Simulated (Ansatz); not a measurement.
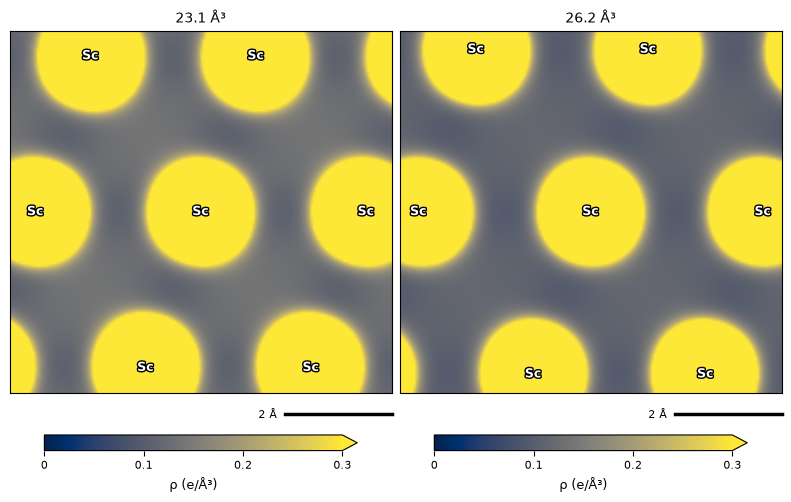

Sc. The valence pseudo-density of cells scaled evenly to different volumes (given per atom above each panel), on the (11̄0) plane of each (indices in the axes of the cell below), at one length scale and on one colour scale.

A generated structure, not necessarily the stable one; spin-polarised.

Method: DFT, r2SCAN, plane waves (500 eV) with PAW, scalar-relativistic (Ansatz 0.2.0).

The largest cell:

```yaml
crystal:
  lattice:
    - [-1.87039, 1.87039, 1.87039]
    - [1.87039, -1.87039, 1.87039]
    - [1.87039, 1.87039, -1.87039]
  atoms:
    - { symbol: Sc, position: [0.00000, 0.00000, 0.00000] }
```

| volume (Å³/atom) | Sc–Sc contact in the plane (Å) | ρ at its midpoint (e/Å³) | pressure (GPa) | 
| --- | --- | --- | --- |
| 23.15 | 3.110 | 0.109 | 5.0 | 
| 25.17 | 3.198 | ? | ? | 
| 26.17 | 3.240 | 0.098 | −2.1 | 

Question: What values belong in the row with question marks?

Answer: Over the known rows ln ρ falls by 0.82 per Å of Sc–Sc distance (the line through the two), which gives 0.101 e/Å³ at 3.198 Å; the calculation gives 0.102 e/Å³. For the pressure, a straight line in volume between the neighbouring rows gives 0.3 GPa; the calculation gives 0.0.
